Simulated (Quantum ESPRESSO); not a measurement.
# 2H-MoS2, 3 layers, AA' stacking: a series in the field along the normal, part 3 of 4

What law, if any, do the results for 2H-MoS2, 3 layers, AA' stacking follow against the field along the normal?

Quantum ESPRESSO 7.5; plane-wave DFT, PBE, GBRV ultrasoft pseudopotentials.

So far. Step 2 (Variable-cell relaxation of the reference):  The last row is no step: it is a fresh SCF in the final cell with a new plane-wave basis, +1 meV from the row before.

### Step 5. Bands along a path, 0 V/Å

Bands along a path place the edges.

m0.bands.in reads:

```
&control
  prefix = 'm0.bands'
  outdir = './out'
  pseudo_dir = './pseudo'
  calculation = 'bands'
  tefield = .true.
  dipfield = .true.
/
&system
  ibrav = 0
  nat = 9
  ntyp = 2
  ecutwfc = 40
  ecutrho = 200
  occupations = 'smearing'
  smearing = 'fd'
  degauss = 0.002
  edir = 3
  emaxpos = 0.97
  eopreg = 0.04
  eamp = 0.0
  nbnd = 45
/
&electrons
  conv_thr = 1e-07
  mixing_beta = 0.4
  electron_maxstep = 120
  mixing_mode = 'local-TF'
/
ATOMIC_SPECIES
  S   32.0600  s_pbe_v1.4.uspp.F.UPF
  Mo  95.9500  mo_pbe_v1.uspp.F.UPF
CELL_PARAMETERS angstrom
  3.15303796000000 0.00000000000000 0.00000000000000
  -1.57651898000000 2.73061097300000 0.00000000000000
  0.00000000000000 0.00000000000000 33.18779321400000
ATOMIC_POSITIONS crystal
  S   0.333333333300 0.666666666700 0.268565368800
  Mo  0.000000000000 0.000000000000 0.315765764100
  S   0.333333333300 0.666666666700 0.362932671100
  S   0.000000000000 0.000000000000 0.452843471900
  Mo  0.333333333300 0.666666666700 0.500000000000
  S   0.000000000000 0.000000000000 0.547156528100
  S   0.333333333300 0.666666666700 0.637067328900
  Mo  0.000000000000 0.000000000000 0.684234235900
  S   0.333333333300 0.666666666700 0.731434631200
K_POINTS crystal_b
4
  0.0000000000 0.0000000000 0.0000000000 10
  0.5000000000 0.0000000000 0.0000000000 10
  0.3333333333 0.3333333333 0.0000000000 10
  0.0000000000 0.0000000000 0.0000000000 1
```

On the command line:

```console
$ cp -r out/m0.scf.save out/m0.bands.save
$ cp out/m0.scf.xml out/m0.bands.xml
$ OMP_NUM_THREADS=1 mpirun -n 4 pw.x -nk 4 -in m0.bands.in > m0.bands.out
```

Log:

```text
[banner, memory and clock lines left out]
Program PWSCF v.7.5 starts

          URL

     Presently no symmetry can be used with electric field

     Atomic positions and unit cell read from directory:
     ./out/m0.bands.save/

     G-vector sticks info

     bravais-lattice index     =            0
     lattice parameter (alat)  =       5.9584  a.u.
     unit-cell volume          =    1928.2530 (a.u.)^3
     number of atoms/cell      =            9
     number of atomic types    =            2
     number of electrons       =        78.00
     number of Kohn-Sham states=           45
     kinetic-energy cutoff     =      40.0000  Ry
     charge density cutoff     =     200.0000  Ry
     Exchange-correlation= SLA  PW   PBE  PBE
                           (   1   4   3   4   0   0   0)

     celldm(1)=   5.958378  celldm(2)=   0.000000  celldm(3)=   0.000000
     celldm(4)=   0.000000  celldm(5)=   0.000000  celldm(6)=   0.000000

     crystal axes: (cart. coord. in units of alat)
               a(1) = (   1.000000   0.000000   0.000000 )
               a(2) = (  -0.500000   0.866025   0.000000 )
               a(3) = (   0.000000   0.000000  10.525656 )

     reciprocal axes: (cart. coord. in units 2 pi/alat)
               b(1) = (  1.000000  0.577350 -0.000000 )
               b(2) = (  0.000000  1.154701  0.000000 )
               b(3) = (  0.000000 -0.000000  0.095006 )

     PseudoPot. # 1 for S  read from file:
     ./pseudo/s_pbe_v1.4.uspp.F.UPF
     Pseudo is Ultrasoft + core correction, Zval =  6.0
     Generated by new atomic code, or converted to UPF format
     Using radial grid of  907 points,  6 beta functions with:
                l(1) =   0
                l(2) =   0
                l(3) =   1
                l(4) =   1
                l(5) =   2
                l(6) =   2
     Q(r) pseudized with  8 coefficients,  rinner =    1.300   1.300   1.300
                                                       1.300   1.300

     PseudoPot. # 2 for Mo read from file:
     ./pseudo/mo_pbe_v1.uspp.F.UPF
     Pseudo is Ultrasoft + core correction, Zval = 14.0
     Generated by new atomic code, or converted to UPF format
     Using radial grid of  889 points,  6 beta functions with:
                l(1) =   0
                l(2) =   0
                l(3) =   1
                l(4) =   1
                l(5) =   2
                l(6) =   2
     Q(r) pseudized with  6 coefficients,  rinner =    1.000   1.000   1.000
                                                       1.000   1.000

     atomic species   valence    mass     pseudopotential
     S                 6.00    32.06000     S ( 1.00)
     Mo               14.00    95.95000     Mo( 1.00)

     No symmetry found

   Cartesian axes

     site n.     atom                  positions (alat units)
         1        S      tau(   1) = (  -0.0000000   0.5773503   2.8268267  )
         2        Mo     tau(   2) = (   0.0000000   0.0000000   3.3236418  )
         3        S      tau(   3) = (  -0.0000000   0.5773503   3.8201045  )
         4        S      tau(   4) = (   0.0000000   0.0000000   4.7664746  )
         5        Mo     tau(   5) = (  -0.0000000   0.5773503   5.2628280  )
         6        S      tau(   6) = (   0.0000000   0.0000000   5.7591814  )
         7        S      tau(   7) = (  -0.0000000   0.5773503   6.7055516  )
         8        Mo     tau(   8) = (   0.0000000   0.0000000   7.2020143  )
         9        S      tau(   9) = (  -0.0000000   0.5773503   7.6988294  )

     number of k points=    31  Fermi-Dirac smearing, width (Ry)=  0.0020
                       cart. coord. in units 2pi/alat
        k(    1) = (   0.0000000   0.0000000   0.0000000), wk =   0.0645161
        k(    2) = (   0.0500000   0.0288675   0.0000000), wk =   0.0645161
        k(    3) = (   0.1000000   0.0577350   0.0000000), wk =   0.0645161
        k(    4) = (   0.1500000   0.0866025   0.0000000), wk =   0.0645161
        k(    5) = (   0.2000000   0.1154701   0.0000000), wk =   0.0645161
        k(    6) = (   0.2500000   0.1443376   0.0000000), wk =   0.0645161
        k(    7) = (   0.3000000   0.1732051   0.0000000), wk =   0.0645161
        k(    8) = (   0.3500000   0.2020726   0.0000000), wk =   0.0645161
        k(    9) = (   0.4000000   0.2309401   0.0000000), wk =   0.0645161
        k(   10) = (   0.4500000   0.2598076   0.0000000), wk =   0.0645161
        k(   11) = (   0.5000000   0.2886751   0.0000000), wk =   0.0645161
        k(   12) = (   0.4833333   0.3175426   0.0000000), wk =   0.0645161
        k(   13) = (   0.4666667   0.3464102   0.0000000), wk =   0.0645161
        k(   14) = (   0.4500000   0.3752777   0.0000000), wk =   0.0645161
        k(   15) = (   0.4333333   0.4041452   0.0000000), wk =   0.0645161
        k(   16) = (   0.4166667   0.4330127   0.0000000), wk =   0.0645161
        k(   17) = (   0.4000000   0.4618802   0.0000000), wk =   0.0645161
        k(   18) = (   0.3833333   0.4907477   0.0000000), wk =   0.0645161
        k(   19) = (   0.3666667   0.5196152   0.0000000), wk =   0.0645161
        k(   20) = (   0.3500000   0.5484828   0.0000000), wk =   0.0645161
        k(   21) = (   0.3333333   0.5773503   0.0000000), wk =   0.0645161
        k(   22) = (   0.3000000   0.5196152   0.0000000), wk =   0.0645161
        k(   23) = (   0.2666667   0.4618802   0.0000000), wk =   0.0645161
        k(   24) = (   0.2333333   0.4041452   0.0000000), wk =   0.0645161
        k(   25) = (   0.2000000   0.3464102   0.0000000), wk =   0.0645161
        k(   26) = (   0.1666667   0.2886751   0.0000000), wk =   0.0645161
        k(   27) = (   0.1333333   0.2309401   0.0000000), wk =   0.0645161
        k(   28) = (   0.1000000   0.1732051   0.0000000), wk =   0.0645161
        k(   29) = (   0.0666667   0.1154701   0.0000000), wk =   0.0645161
        k(   30) = (   0.0333333   0.0577350   0.0000000), wk =   0.0645161
        k(   31) = (   0.0000000   0.0000000   0.0000000), wk =   0.0645161

     Dense  grid:    92413 G-vectors     FFT dimensions: (  27,  27, 288)

     Smooth grid:    65527 G-vectors     FFT dimensions: (  24,  24, 256)

     The potential is recalculated from file :
     ./out/m0.bands.save/charge-density

     negative rho (up, down):  3.756E-03 0.000E+00

     Adding external electric field

     Computed dipole along edir(3) :
        Dipole                0.0000 Ry au,          0.0000 Debye
        Dipole field          0.0000 Ry au,

        Potential amp.       -0.0000 Ry
        Total length         60.2072 bohr

     Starting wfcs are   63 randomized atomic wfcs

     Band Structure Calculation
     Davidson diagonalization with overlap

[...]
-8.8195  -8.8043  -2.5396  -2.4162  -2.3130  -1.9302  -1.8933  -1.8785
    -1.0823  -0.8621  -0.6326  -0.1073   0.0389   0.0958   1.0844   1.0950
     1.2347   1.2601   1.3387   1.4542   2.7669   2.8459   2.9015   5.4622
     5.5146   5.5605   6.1059   6.1986   6.2981

          k = 0.4167 0.4330 0.0000 (  8292 PWs)   bands (ev):

   -57.6059 -57.6044 -57.6040 -31.9396 -31.9364 -31.9361 -31.7235 -31.7206
   -31.7203 -31.7152 -31.7136 -31.7133  -8.9518  -8.9157  -8.8737  -8.8279
    -8.7945  -8.7818  -2.3983  -2.2818  -2.1837  -2.0032  -1.9736  -1.9684
    -1.0396  -0.8453  -0.6143  -0.1272   0.0606   0.1387   0.7153   0.8380
     0.9375   1.1003   1.2619   1.4483   2.8199   2.9000   2.9595   5.3893
     5.4400   5.4791   6.2336   6.2653   6.3710

          k = 0.4000 0.4619 0.0000 (  8302 PWs)   bands (ev):

   -57.6051 -57.6036 -57.6032 -31.9260 -31.9228 -31.9225 -31.7473 -31.7443
   -31.7440 -31.7136 -31.7120 -31.7117  -8.9036  -8.8721  -8.8341  -8.7975
    -8.7686  -8.7590  -2.2367  -2.1609  -2.0686  -2.0598  -2.0414  -2.0322
    -0.9867  -0.8233  -0.6020  -0.1207   0.0683   0.1604   0.3632   0.5012
     0.5776   1.0600   1.2156   1.4171   2.8824   2.9608   3.0224   5.2964
     5.3375   5.3659   6.1622   6.3481   6.4599

          k = 0.3833 0.4907 0.0000 (  8308 PWs)   bands (ev):

   -57.6043 -57.6028 -57.6025 -31.9108 -31.9076 -31.9073 -31.7721 -31.7691
   -31.7688 -31.7121 -31.7105 -31.7102  -8.8557  -8.8295  -8.7972  -8.7685
    -8.7442  -8.7382  -2.2225  -2.1706  -2.1162  -2.0201  -1.9245  -1.8755
    -0.9279  -0.8019  -0.6148  -0.1204  -0.0931   0.0576   0.1506   0.3083
     0.3294   1.0249   1.1536   1.3583   2.9570   3.0316   3.0936   5.1906
     5.2201   5.2381   6.0141   6.3341   6.5699

          k = 0.3667 0.5196 0.0000 (  8312 PWs)   bands (ev):

   -57.6037 -57.6021 -57.6018 -31.8947 -31.8915 -31.8912 -31.7961 -31.7931
   -31.7928 -31.7108 -31.7092 -31.7089  -8.8124  -8.7914  -8.7678  -8.7452
    -8.7238  -8.7213  -2.2995  -2.2335  -2.1793  -1.8262  -1.7404  -1.7169
    -0.8719  -0.8001  -0.7100  -0.3178  -0.2969  -0.1124   0.0298   0.3067
     0.3096   1.0085   1.0816   1.2768   3.0362   3.1066   3.1681   5.0867
     5.1060   5.1154   5.9073   6.2647   6.6275

          k = 0.3500 0.5485 0.0000 (  8332 PWs)   bands (ev):

   -57.6032 -57.6017 -57.6014 -31.8797 -31.8765 -31.8762 -31.8165 -31.8135
   -31.8132 -31.7099 -31.7084 -31.7080  -8.7786  -8.7620  -8.7511  -8.7329
    -8.7095  -8.7090  -2.3515  -2.2808  -2.2235  -1.6336  -1.5801  -1.5684
    -0.9147  -0.8594  -0.8343  -0.4624  -0.4302  -0.2976   0.0960   0.2807
     0.3520   1.0170   1.0288   1.1830   3.1017   3.1693   3.2305   5.0071
     5.0191   5.0220   5.8469   6.2207   6.6100

          k = 0.3333 0.5774 0.0000 (  8334 PWs)   bands (ev):

   -57.6031 -57.6015 -57.6012 -31.8723 -31.8691 -31.8688 -31.8259 -31.8229
   -31.8226 -31.7096 -31.7080 -31.7077  -8.7627  -8.7484  -8.7480  -8.7318
    -8.7042  -8.7040  -2.3700  -2.2981  -2.2398  -1.5425  -1.5057  -1.4835
    -1.0393  -0.9253  -0.8363  -0.5018  -0.4732  -0.3412   0.1469   0.2456
     0.3741   0.9885   1.0820   1.1020   3.1285   3.1953   3.2567   4.9775
     4.9845   4.9854   5.8285   6.2075   6.6022

          k = 0.3000 0.5196 0.0000 (  8326 PWs)   bands (ev):

   -57.6038 -57.6023 -57.6020 -31.8893 -31.8862 -31.8858 -31.7996 -31.7966
   -31.7962 -31.7111 -31.7096 -31.7092  -8.8283  -8.8050  -8.7752  -8.7501
    -8.7272  -8.7222  -2.2897  -2.2216  -2.1649  -1.8056  -1.7141  -1.6826
    -0.7306  -0.6870  -0.6771  -0.4385  -0.4328  -0.2085   0.0037   0.2907
     0.3163   1.0273   1.1103   1.3029   3.0147   3.0803   3.1381   5.0814
     5.1170   5.1416   5.8795   6.2309   6.5864

          k = 0.2667 0.4619 0.0000 (  8298 PWs)   bands (ev):

   -57.6064 -57.6049 -57.6045 -31.9004 -31.8972 -31.8969 -31.7583 -31.7554
   -31.7550 -31.7161 -31.7146 -31.7142  -9.0034  -8.9594  -8.9071  -8.8422
    -8.7952  -8.7716  -2.0799  -2.0582  -1.9571  -1.9442  -1.9139  -1.8783
    -0.5874  -0.5811  -0.4480  -0.2629  -0.1401   0.0234   0.0332   0.2493
     0.2711   1.2267   1.3753   1.5555   2.7695   2.8240   2.8670   5.2194
     5.3537   5.4705   5.9537   6.1409   6.3207

          k = 0.2333 0.4041 0.0000 (  8274 PWs)   bands (ev):

   -57.6108 -57.6093 -57.6090 -31.8896 -31.8865 -31.8861 -31.7249 -31.7233
   -31.7230 -31.7168 -31.7139 -31.7135  -9.2788  -9.2131  -9.1438  -8.9835
    -8.9069  -8.8602  -2.1434  -2.0175  -1.9189  -1.6343  -1.5737  -1.5363
    -0.6478  -0.6145  -0.4297  -0.3012  -0.0201   0.1470   0.4422   0.4999
     0.5734   1.5600   1.6693   1.7938   2.5526   2.5861   2.6056   5.1103
     5.3767   5.7011   5.9363   5.9508   6.0038

          k = 0.2000 0.3464 0.0000 (  8236 PWs)   bands (ev):

   -57.6170 -57.6154 -57.6151 -31.8561 -31.8530 -31.8526 -31.7370 -31.7353
   -31.7350 -31.6782 -31.6753 -31.6749  -9.6239  -9.5408  -9.4578  -9.1521
    -9.0481  -8.9774  -2.1031  -1.9365  -1.7987  -1.1520  -1.0750  -1.0244
    -0.6973  -0.6795  -0.4758  -0.3409  -0.0365   0.1312   0.9275   0.9439
     0.9608   1.9081   1.9357   1.9812   2.4247   2.4356   2.4368   4.8973
     5.1859   5.5256   5.7946   5.8476   5.9226

          k = 0.1667 0.2887 0.0000 (  8222 PWs)   bands (ev):

   -57.6243 -57.6227 -57.6224 -31.8037 -31.8006 -31.8003 -31.7514 -31.7497
   -31.7494 -31.6442 -31.6413 -31.6410  -9.9963  -9.9008  -9.8081  -9.3294
    -9.2011  -9.1075  -2.0847  -1.8415  -1.6091  -0.8157  -0.7694  -0.6056
    -0.5677  -0.4103  -0.4081  -0.1906   0.0443   0.2290   1.2354   1.2541
     1.2575   2.0864   2.1373   2.2234   2.3898   2.4062   2.4085   4.8509
     5.1177   5.4079   5.6545   5.7341   5.8143

          k = 0.1333 0.2309 0.0000 (  8200 PWs)   bands (ev):

   -57.6320 -57.6305 -57.6302 -31.7666 -31.7650 -31.7646 -31.7398 -31.7368
   -31.7365 -31.6158 -31.6129 -31.6126 -10.3552 -10.2515 -10.1530  -9.4984
    -9.3494  -9.2356  -2.2207  -1.9015  -1.5500  -0.5808  -0.5677  -0.5118
    -0.3527  -0.0194   0.1308   0.3297   0.4074   0.5156   1.2346   1.2565
     1.2622   2.1083   2.2338   2.4351   2.5584   2.6171   2.6252   5.0186
     5.2473   5.5042   5.6361   5.6958   5.7264

          k = 0.1000 0.1732 0.0000 (  8190 PWs)   bands (ev):

   -57.6394 -57.6378 -57.6375 -31.7810 -31.7793 -31.7790 -31.6742 -31.6713
   -31.6710 -31.5936 -31.5908 -31.5904 -10.6673 -10.5589 -10.4571  -9.6448
    -9.4794  -9.3490  -2.4642  -2.1076  -1.7118  -0.2161  -0.2157  -0.1876
    -0.0936   0.3098   0.5693   0.8975   0.9357   0.9803   1.0382   1.0557
     1.0566   2.0532   2.2168   2.5271   2.7504   2.9832   3.0421   5.3388
     5.4886   5.6552   5.6950   5.7787   5.8453

          k = 0.0667 0.1155 0.0000 (  8162 PWs)   bands (ev):

   -57.6454 -57.6438 -57.6435 -31.7928 -31.7911 -31.7908 -31.6174 -31.6145
   -31.6142 -31.5778 -31.5750 -31.5746 -10.9079 -10.7968 -10.6935  -9.7575
    -9.5801  -9.4374  -2.7034  -2.3318  -1.9289   0.1743   0.1798   0.2023
     0.2201   0.6828   0.8132   0.8296   0.8330   1.0022   1.3573   1.3886
     1.4082   1.9464   2.1052   2.4934   2.8515   3.2721   3.4448   5.7531
     5.7778   5.8111   5.8114   5.9397   5.9879

          k = 0.0333 0.0577 0.0000 (  8120 PWs)   bands (ev):

   -57.6493 -57.6477 -57.6474 -31.8005 -31.7988 -31.7985 -31.5788 -31.5760
   -31.5757 -31.5683 -31.5655 -31.5652 -11.0593 -10.9469 -10.8430  -9.8283
    -9.6436  -9.4935  -2.8692  -2.4919  -2.0893   0.4732   0.4900   0.5084
     0.5088   0.6615   0.6771   0.6792   1.0705   1.4431   1.6332   1.6604
     1.6741   1.8230   1.9116   2.3236   2.8745   3.4212   3.7033   5.9557
     5.9646   5.9669   6.0935   6.0965   6.1245

          k = 0.0000 0.0000 0.0000 (  8101 PWs)   bands (ev):

   -57.6507 -57.6491 -57.6488 -31.8032 -31.8015 -31.8012 -31.5652 -31.5652
   -31.5624 -31.5624 -31.5621 -31.5621 -11.1109 -10.9982 -10.8942  -9.8525
    -9.6654  -9.5127  -2.9280  -2.5491  -2.1471   0.5992   0.6083   0.6083
     0.6236   0.6236   0.6254   0.6254   1.3069   1.7224   1.7224   1.7485
     1.7485   1.7611   1.7611   2.1403   2.8739   3.4593   3.7870   6.0148
     6.0148   6.0326   6.0326   6.0454   6.0454

     XML data file, pseudopotentials, collected wavefunctions

                                        0.00s GPU  (     574 calls)
```

Elapsed: 97 s, on 4 MPI ranks of Arm Neoverse V1, shared host; peak memory 0.52 GiB; 6.4 min of CPU time.

Band numbers count within the set of bands kept for display. The electronic bands at the labelled points (eV, zero at the highest filled level of the SCF mesh; v1 is the highest filled band, c1 the lowest empty one):

```tsv
point	v4	v3	v2	v1	c1	c2	c3	c4
Γ	-1.65	-0.91	-0.33	0.00	2.23	2.23	2.25	2.25
M	-1.43	-1.30	-1.24	-1.21	1.75	1.77	1.78	2.17
K	-2.68	-0.66	-0.59	-0.53	1.19	1.20	1.20	2.04
Γ	-1.65	-0.91	-0.33	0.00	2.23	2.23	2.25	2.25
```

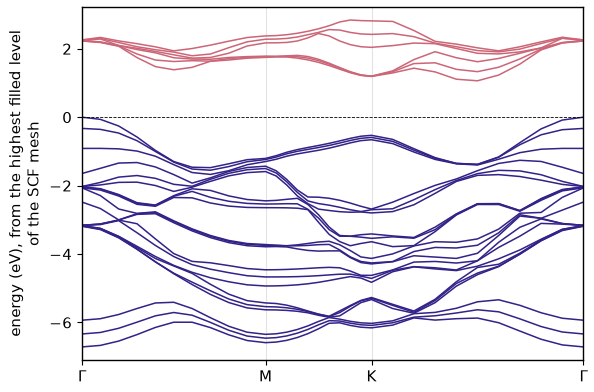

Electronic bands along the path; lines of filled and empty bands in two colours.

Along this path the valence top lies at Γ and the conduction bottom between K and Γ.

### Step 6. SCF with pw.x, 0.05 V/Å

m1.scf.in reads:

```
&control
  prefix = 'm1.scf'
  outdir = './out'
  pseudo_dir = './pseudo'
  calculation = 'scf'
  tprnfor = .true.
  tefield = .true.
  dipfield = .true.
/
&system
  ibrav = 0
  nat = 9
  ntyp = 2
  ecutwfc = 40
  ecutrho = 200
  occupations = 'smearing'
  smearing = 'fd'
  degauss = 0.002
  edir = 3
  emaxpos = 0.97
  eopreg = 0.04
  eamp = 0.00097235
  nbnd = 45
/
&electrons
  conv_thr = 1e-09
  mixing_beta = 0.4
  electron_maxstep = 120
  mixing_mode = 'plain'
  startingpot = 'file'
/
ATOMIC_SPECIES
  S   32.0600  s_pbe_v1.4.uspp.F.UPF
  Mo  95.9500  mo_pbe_v1.uspp.F.UPF
CELL_PARAMETERS angstrom
  3.15303796000000 0.00000000000000 0.00000000000000
  -1.57651898000000 2.73061097300000 0.00000000000000
  0.00000000000000 0.00000000000000 33.18779321400000
ATOMIC_POSITIONS crystal
  S   0.333333333300 0.666666666700 0.268565368800
  Mo  0.000000000000 0.000000000000 0.315765764100
  S   0.333333333300 0.666666666700 0.362932671100
  S   0.000000000000 0.000000000000 0.452843471900
  Mo  0.333333333300 0.666666666700 0.500000000000
  S   0.000000000000 0.000000000000 0.547156528100
  S   0.333333333300 0.666666666700 0.637067328900
  Mo  0.000000000000 0.000000000000 0.684234235900
  S   0.333333333300 0.666666666700 0.731434631200
K_POINTS automatic
  12 12 1 0 0 0
```

On the command line:

```console
$ cp -r out/m0.scf.save out/m1.scf.save
$ OMP_NUM_THREADS=1 mpirun -n 4 pw.x -nk 4 -in m1.scf.in > m1.scf.out
```

Log:

```text
[banner, memory and clock lines left out]
Program PWSCF v.7.5 starts
[...]
number of electrons       =        78.00
     number of Kohn-Sham states=           45
     kinetic-energy cutoff     =      40.0000  Ry
     charge density cutoff     =     200.0000  Ry
[...]
number of k points=    74  Fermi-Dirac smearing, width (Ry)=  0.0020
[...]
Dense  grid:    92413 G-vectors     FFT dimensions: (  27,  27, 288)
[...]
The initial density is read from file :
[...]
negative rho (up, down):  3.756E-03 0.000E+00
[...]
Starting wfcs are   63 randomized atomic wfcs
[...]
negative rho (up, down):  3.755E-03 0.000E+00
[...]
estimated scf accuracy    <       0.00737422 Ry
[...]
negative rho (up, down):  3.756E-03 0.000E+00
[...]
estimated scf accuracy    <       0.12037168 Ry
[...]
negative rho (up, down):  3.756E-03 0.000E+00
[...]
estimated scf accuracy    <       0.00028984 Ry
[...]
negative rho (up, down):  3.756E-03 0.000E+00
[...]
estimated scf accuracy    <       0.00003603 Ry
[...]
negative rho (up, down):  3.756E-03 0.000E+00
[...]
estimated scf accuracy    <       0.00001393 Ry
[...]
negative rho (up, down):  3.756E-03 0.000E+00
[...]
estimated scf accuracy    <       0.00000477 Ry
[...]
negative rho (up, down):  3.756E-03 0.000E+00
[...]
estimated scf accuracy    <       0.00000107 Ry
[...]
negative rho (up, down):  3.756E-03 0.000E+00
[...]
estimated scf accuracy    <       0.00000023 Ry
[...]
negative rho (up, down):  3.756E-03 0.000E+00
[...]
estimated scf accuracy    <       0.00000009 Ry
[...]
negative rho (up, down):  3.756E-03 0.000E+00
[...]
estimated scf accuracy    <       0.00000002 Ry
[...]
negative rho (up, down):  3.756E-03 0.000E+00
[...]
estimated scf accuracy    <          7.6E-09 Ry
[...]
negative rho (up, down):  3.756E-03 0.000E+00
[...]
Computed dipole along edir(3) :
        Dipole                0.0699 Ry au,          0.1777 Debye
        Dipole field          0.0005 Ry au,
        E field amplitude [Ha a.u.]:  9.7235E-04
        Potential amp.        0.0622 Ry
        Total length         60.2072 bohr
[...]
the Fermi energy is     4.3052 ev
!    total energy              =    -563.18586586 Ry
     estimated scf accuracy    <          8.6E-10 Ry
     smearing contrib. (-TS)   =      -0.00000000 Ry
     internal energy E=F+TS    =    -563.18586586 Ry
[...]
one-electron contribution =   -5861.20373348 Ry
     hartree contribution      =    2943.78416182 Ry
     xc contribution           =    -108.98118352 Ry
     ewald contribution        =    2463.21499344 Ry
     electric field correction =      -0.00010412 Ry
     convergence has been achieved in  12 iterations
     negative rho (up, down):  3.756E-03 0.000E+00
[...]
Total force =     0.007108     Total SCF correction =     0.000217
[...]
```

It took 4.5 min on 4 MPI ranks; peak memory 1.1 GiB; 18 min of CPU time.

This step gave:

```
free energy                          : -7662.5341 eV
Fermi energy                         : 4.305 eV
dipole along the normal              : 0.03700 e·Å
valence top, on the run's zero       : 3.798 eV
conduction bottom, on the run's zero : 4.856 eV
gap by band count                    : 1.058 eV
```

(Part 3 of 4 ends here.)

[Logs are printed without paths, hosts, clocks, repeated set-up lines and the standing remarks that a program may print on its own settings, such as how far it seeks lower states.]

[Hosts, paths, dates, database ids (printed as entryN), source tags and the programs' standing remarks are cut or masked in the printed files.]

[Maps of the electrostatic potential energy from Ansatz leave out the sawtooth potential of an applied field or a dipole correction, so their vacuum need not be flat; planar profiles and work functions include it.]
